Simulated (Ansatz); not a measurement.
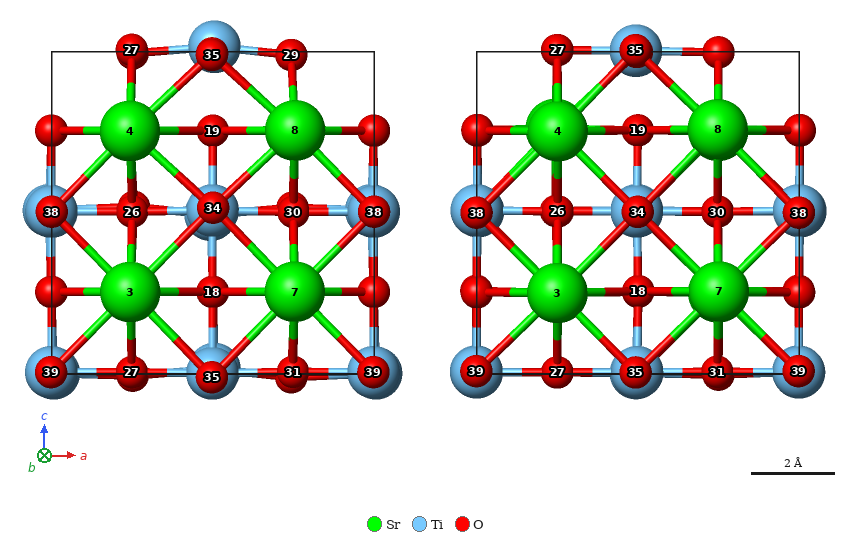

Two geometries of a defect cell of composition Sr8Ti8O23 (cell charge +1), drawn at one scale. One is the start of a relaxation, the other its converged end. Style: ball-and-stick. Shown: the cell of the calculation (origin shifted), along the b axis.

Method: Ansatz 0.2.0, DFT, PBEsol, PAW, plane waves. (plane-wave cutoff 420 eV; k-point mesh 1 × 1 × 1; mesh shifted by (0.25, 0.25, 0.25); collinear spin; atoms relaxed in a fixed cell; force threshold 0.03 eV/Å; at most 80 steps)

**Which of the two is the end point?**

The left one is the relaxed one. Over 8 geometry steps the energy falls by 0.957 eV per cell of the calculation. Largest force component: 2.8 eV/Å at the start, 0.029 eV/Å at the end. The atom that moves furthest is an O atom (0.16 Å along [0 1 2]). Largest moves by element: O 0.16 Å, Ti 0.13 Å, Sr 0.09 Å. The cell doesn't change. Near-neighbour distances that change, for instance: Sr–Ti 3.344 → 3.535 Å, O–Ti 1.883 → 2.054 Å, O–Sr 2.696 → 2.854 Å, Sr–Ti 3.392 → 3.534 Å. Bond angles that change, for instance: O–Ti–O 179.3° → 168.7°, O–Ti–O 178.2° → 168.8°, O–Ti–O 88.8° → 97.5°. Cost: 93 s on 8 threads of Arm Neoverse-V1, peak memory 1.3 GiB.

Limits of the set-up: the periodic images lie only 7.8 Å apart, so the values are limited by the cell's size; the cell is charged, on a uniform background, and energies carry no finite-size correction.
